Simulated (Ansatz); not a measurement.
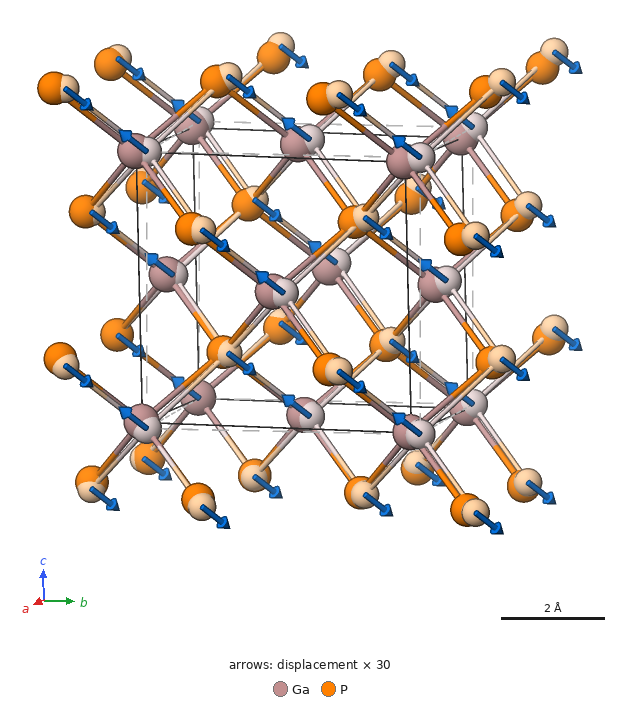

Solid GaP (built on the zincblende type) at its r2SCAN-relaxed geometry, drawn pale, and a changed version of it, drawn solid. The blue arrows show how the atoms are displaced (without the part that the change of the cell carries along), magnified 30 times. A ball-and-stick model of the conventional cell (4 times the calculation's cell), seen slightly off an axis. Lengths and directions refer to the drawn axes.

Level of theory: DFT, r2SCAN, plane waves, PAW in Ansatz 0.2.0. Settings: plane-wave cutoff 500 eV; k-point mesh 8 × 8 × 8; occupations fixed; no spin polarisation.

Q: What was done to the structure, and with what result?

A: The cell is strained by +1.8 % along [1 −1 1] and −4.0 % across it (volume −6.2 %). The atoms and the free axis were relaxed with r2SCAN under that strain, and this is a single point on that geometry. Among the bonded contacts that change: Ga–P 2.360 → 2.302 to 2.348 Å. The space group (tolerance 0.01 Å) goes from F-43m (No. 216) to R3m (No. 160). Energy change: +45.9 meV per atom. The pressure goes from 0.0 to 6.4 GPa. The principal stresses (compression positive) are 0.0 GPa along [1 −1 1] and 9.6 GPa across it. The forces stay under 0.01 eV/Å. The band gap goes from 1.84 to 1.31 eV.
